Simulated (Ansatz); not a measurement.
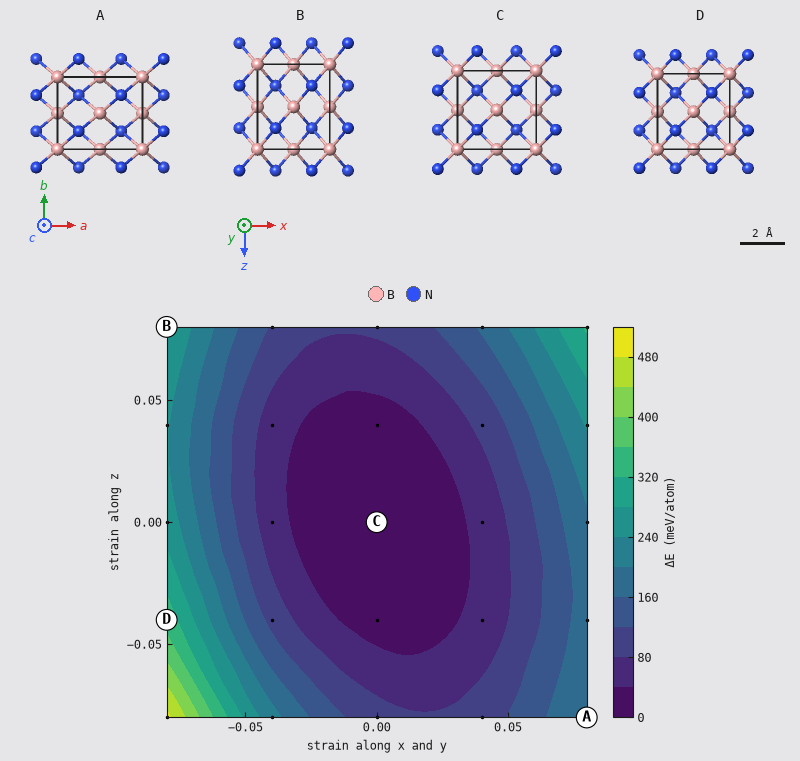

Energy scan for crystalline BN (F-43m), in which the cell is strained equally along x and y and separately along z, with the atoms kept at their fractional coordinates. x, y and z are the Cartesian axes of the input. The map is interpolated between the computed points (dots). The lettered frames are marked on it. Style: ball-and-stick. Shown: the conventional cell (4 times the calculation's cell), along the c axis. Lengths and directions refer to the drawn axes.

The calculation used DFT PBE, scalar-relativistic, plane waves, PAW in Ansatz 0.2.0. (plane-wave cutoff 420 eV; k-point mesh 12 × 12 × 12; occupations gaussian; smearing width 0.05 eV; no spin polarisation). Energies (free energies at the smearing named) are counted from the cell as listed in its source, which wasn't relaxed.

Q: Describe the energy landscape.

A: In pairs of (strain along x and y; strain along z): the lowest computed point lies at (0.000, 0.000) (0 meV/atom), the highest at (−0.080, −0.080) (491 meV/atom). The valley is tilted: raising the in-plane strain is made harder by raising the strain along z (cross term 0.28 of the geometric mean of the two curvatures). Over the ranges scanned the energy rises more along the first axis, the in-plane strain. The pressure runs from −55.7 GPa at (0.080, 0.080) to 145.3 GPa at (−0.080, −0.080). The frames lie at A (0.080, −0.080): 202 meV/atom, B (−0.080, 0.080): 280 meV/atom, C (0.000, 0.000): 0 meV/atom, D (−0.080, −0.040): 344 meV/atom.

The computed points:

Rows: strain along x and y; columns: strain along z; values in meV/atom.

|  | −0.080 | −0.040 | 0.000 | 0.040 | 0.080 |
| --- | --- | --- | --- | --- | --- |
| −0.080 | 491 | 344 | 264 | 245 | 280 |
| −0.040 | 216 | 109 | 60 | 64 | 116 |
| 0.000 | 97 | 23 | 0 | 23 | 88 |
| 0.040 | 101 | 55 | 53 | 91 | 166 |
| 0.080 | 202 | 179 | 194 | 243 | 325 |
